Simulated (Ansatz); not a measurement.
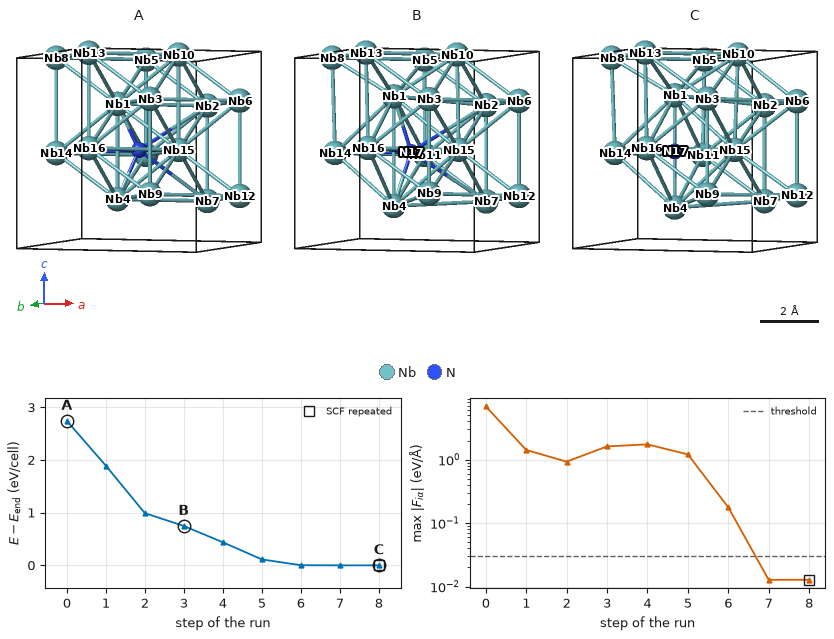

Frames of a relaxation of a defect cell of composition Nb₁₆N, marked on the history of the run. Style: ball-and-stick. Shown: the cell of the calculation (origin shifted), from a free direction.

It is an interstitial N in bcc Nb. The run prepares an end point of a later path (interstitial hop) calculation, from a guessed geometry. The atoms of the start lie slightly off their symmetric places, so part of the fall in energy undoes that.

All numbers below come from Ansatz 0.2.0, DFT PBE, scalar-relativistic, plane waves, PAW.

Input
```yaml
crystal:
  lattice:
    - [6.6, 0.0, 0.0]
    - [0.0, 6.6, 0.0]
    - [0.0, 0.0, 6.6]
  atoms:
    - { symbol: Nb, position: [0.0, 0.0, 0.0] }
    - { symbol: Nb, position: [0.5, 0.0, 0.0] }
    - { symbol: Nb, position: [0.0, 0.5, 0.0] }
    - { symbol: Nb, position: [0.0, 0.0, 0.5] }
    - { symbol: Nb, position: [0.25, 0.25, 0.25] }
    - { symbol: Nb, position: [0.5, 0.5, 0.0] }
    - { symbol: Nb, position: [0.5, 0.0, 0.5] }
    - { symbol: Nb, position: [0.75, 0.25, 0.25] }
    - { symbol: Nb, position: [0.0, 0.5, 0.5] }
    - { symbol: Nb, position: [0.25, 0.75, 0.25] }
    - { symbol: Nb, position: [0.25, 0.25, 0.75] }
    - { symbol: Nb, position: [0.5, 0.5, 0.5] }
    - { symbol: Nb, position: [0.75, 0.75, 0.25] }
    - { symbol: Nb, position: [0.75, 0.25, 0.75] }
    - { symbol: Nb, position: [0.25, 0.75, 0.75] }
    - { symbol: Nb, position: [0.75, 0.75, 0.75] }
    - { symbol: "N", position: [0.11744944, -0.00674594, 0.75940418] }
basis:
  ecutwfc: 420.0
kpoints:
  mp_grid: { grid: [3, 3, 3] }
hamiltonian:
  xc: pbe
scf:
  occupations: { method: gaussian, width: 0.15 }
  lower_state_search: "off"
relax:
  f_tol: 0.03
  max_steps: 60
  adjacent_minimum: "off"
```

Command:
```bash
ansatz run input.yaml --threads 4 --pin off --max-ram 10240MiB --backend cpu --events-out ev --progress --plain --runs-dir out
```

Q: Describe the path.

A: The atom that moves furthest is N17 (0.73 Å along −a). By element the largest moves are N 0.73 Å, Nb 0.30 Å. The cell doesn't change. Some distances before and after: Nb2–N17 2.983 → 3.693 Å, Nb14–N17 2.959 → 2.282 Å, Nb7–N17 3.051 → 3.692 Å, Nb16–N17 2.909 → 2.282 Å. Bond angles that change, for instance: Nb1–N17–Nb4 129.5° → 180.0°, Nb11–N17–Nb15 124.0° → 90.0°, Nb11–N17–Nb16 150.7° → 180.0°. After 7 accepted moves (8 points after the start) the energy has fallen by 2.744 eV per cell of the calculation. The largest force component goes from 6.9 to 0.013 eV/Å. 1 step only repeated the SCF at the same geometry. The run took 55 s on 4 threads of Intel(R) Xeon(R) Platinum 8488C (Sapphire Rapids) (shared host), peak memory 1.2 GiB. From step 0 to 3: Nb1 moves most (0.26 Å), energy −1.996 eV per cell of the calculation. From step 3 to 8: N17 moves most (0.52 Å), energy −0.748 eV per cell of the calculation.

Limits of the set-up: the cell has an odd number of electrons but was run without spin polarisation; the periodic images lie only 6.6 Å apart, so the values are limited by the cell's size.
